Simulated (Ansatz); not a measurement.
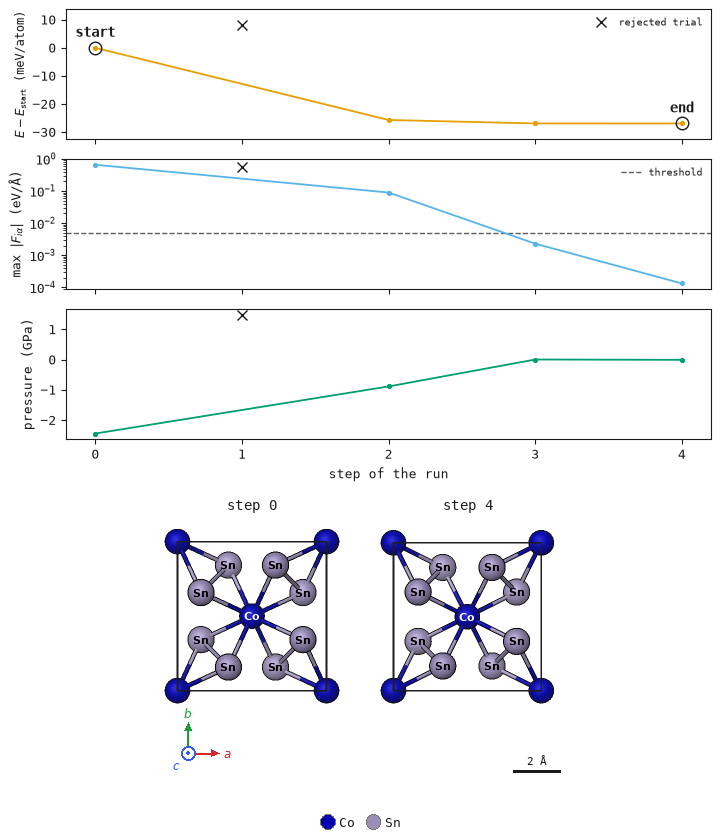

First and last geometry of a relaxation of a crystal of CoSn2 (set up in I4/mcm), with the history of the run. A ball-and-stick model of the conventional cell (2 times the calculation's cell), seen along the c axis. Lengths and directions refer to the drawn axes.

Theory: DFT r2SCAN, scalar-relativistic, plane waves, PAW in Ansatz.

The input:
```yaml
crystal:
  lattice:
    - [-3.1825, 3.1825, 2.7285]
    - [3.1825, -3.1825, 2.7285]
    - [3.1825, 3.1825, -2.7285]
  atoms:
    - { symbol: Co, position: [0.25, 0.25, 0.0], spin: 1.42 }
    - { symbol: Co, position: [0.75, 0.75, 0.0], spin: 1.42 }
    - { symbol: Sn, position: [0.658, 0.158, 0.816] }
    - { symbol: Sn, position: [0.158, 0.342, 0.5] }
    - { symbol: Sn, position: [0.342, 0.842, 0.184] }
    - { symbol: Sn, position: [0.842, 0.658, 0.5] }
basis:
  ecutwfc: 500
kpoints:
  mp_grid: { grid: [8, 8, 8] }
hamiltonian:
  xc: r2scan
scf:
  occupations: { method: gaussian, width: 0.1 }
output:
  forces: true
  stress: true
  eigenvalues: true
  populations: true
  write_density: true
  write_potential: true
  elf: true
  volumetric_format: npy
magnetization:
  spin_polarized: true
relax:
  adjacent_minimum: "off"
  f_tol: 0.005
  max_steps: 80
  cell: { stress_tol: 0.05 }
```

Run as
```bash
ansatz run input.yaml --threads 2 --pin off --max-ram 5120MiB --backend cpu --events-out ev --progress --plain --runs-dir out
```

**What do the curves and the structures tell?**

The run was cut off at its time limit before the program reported convergence, but its last step already meets the force threshold: the largest component is 0.00013 eV/Å against 0.005 eV/Å. The pressure is within 0.01 GPa of its target. The energy falls by 26.9 meV per atom in 3 accepted moves (4 points after the start). Largest force component: 0.66 eV/Å at the start, 0.00013 eV/Å at the end. The pressure goes from −2.44 to −0.01 GPa. The line search rejected the trial step at point 1 of the run. The largest moves relative to the cell, 0.079 Å, are those of Sn3, Sn4, Sn5 and Sn6. Sn4 goes along [−1 1 0]. Co stays in place. Cell: a = b 6.365 → 6.313 Å (−0.8 %), c 5.457 → 5.425 Å (−0.6 %). Volume −2.2 %. Among the contacts that change: Sn3–Sn5 2.844 → 2.979 Å, Sn3–Sn5 (another image) 3.192 → 3.092 Å, Co1–Sn3 2.759 → 2.715 Å, Co1–Co2 2.729 → 2.712 Å. The space group stays I4/mcm (No. 140). The program noted that the starting moments weren't kept.

| step | E − E(0), meV/atom | largest force component, eV/Å | pressure, GPa | volume, Å³/atom | note |
| --- | --- | --- | --- | --- | --- |
| 0 | 0.00 | 0.6567 | -2.44 | 18.423 |  |
| 1 | 8.28 | 0.5713 | 1.48 | 18.029 | rejected |
| 2 | -25.68 | 0.0897 | -0.89 | 18.175 |  |
| 3 | -26.92 | 0.0023 | 0.00 | 18.014 |  |
| 4 | -26.92 | 0.0001 | -0.01 | 18.016 |  |
